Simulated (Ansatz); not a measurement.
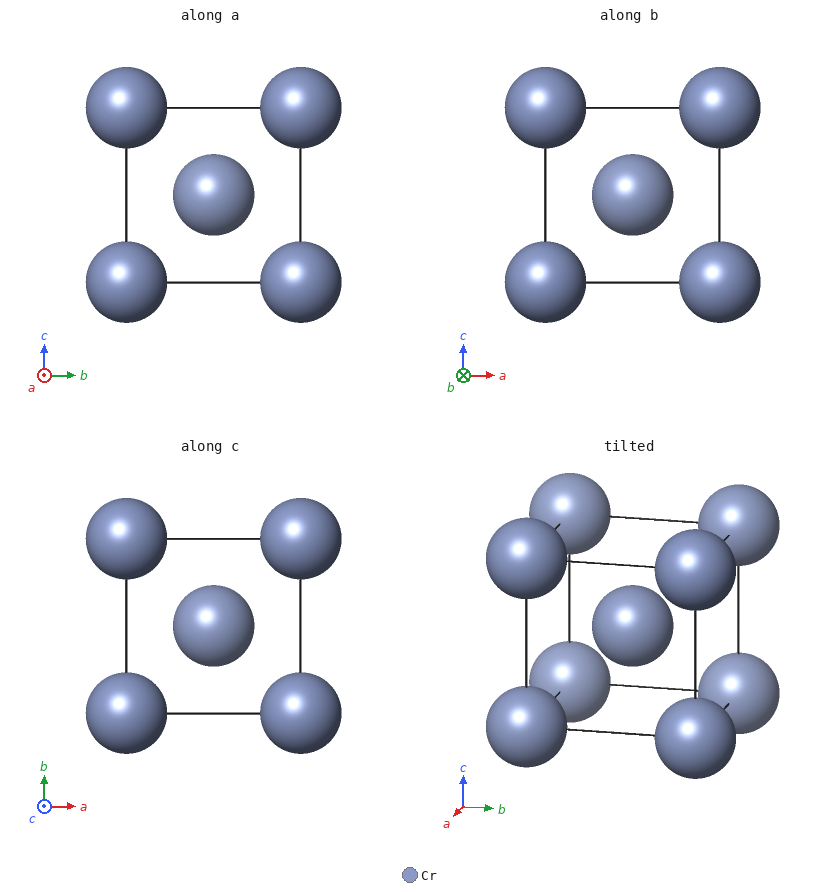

Shown here is a spheres-only view of the crystal, taken along the a axis, along the b axis, along the c axis and slightly off an axis. The edges of the conventional unit cell are marked.

Lattice parameters: a = 2.7908 Å, b = 2.7908 Å, c = 2.7908 Å, α = 90.000°, β = 90.000°, γ = 90.000°.

### Give the structure in the form of a CIF in P1 with every atom of the cell.

```cif
data_structure
_symmetry_space_group_name_H-M 'P 1'
_symmetry_Int_Tables_number 1
_cell_length_a 2.7908
_cell_length_b 2.7908
_cell_length_c 2.7908
_cell_angle_alpha 90.000
_cell_angle_beta 90.000
_cell_angle_gamma 90.000
_cell_volume 21.74
loop_
_atom_site_label
_atom_site_type_symbol
_atom_site_fract_x
_atom_site_fract_y
_atom_site_fract_z
_atom_site_occupancy
Cr1 Cr 0.0000 0.0000 0.0000 1
Cr2 Cr 0.5000 0.5000 0.5000 1
```

It goes back to a structure type filled with this element by a generator (whether the element takes this form wasn't checked). Earlier steps of the study may have refined or changed the cell and positions. It went into a calculation with Ansatz.

At this level of theory the cell isn't at rest (compressed, at 13 GPa), so its distances can differ from those at equilibrium, the more so the softer the solid.
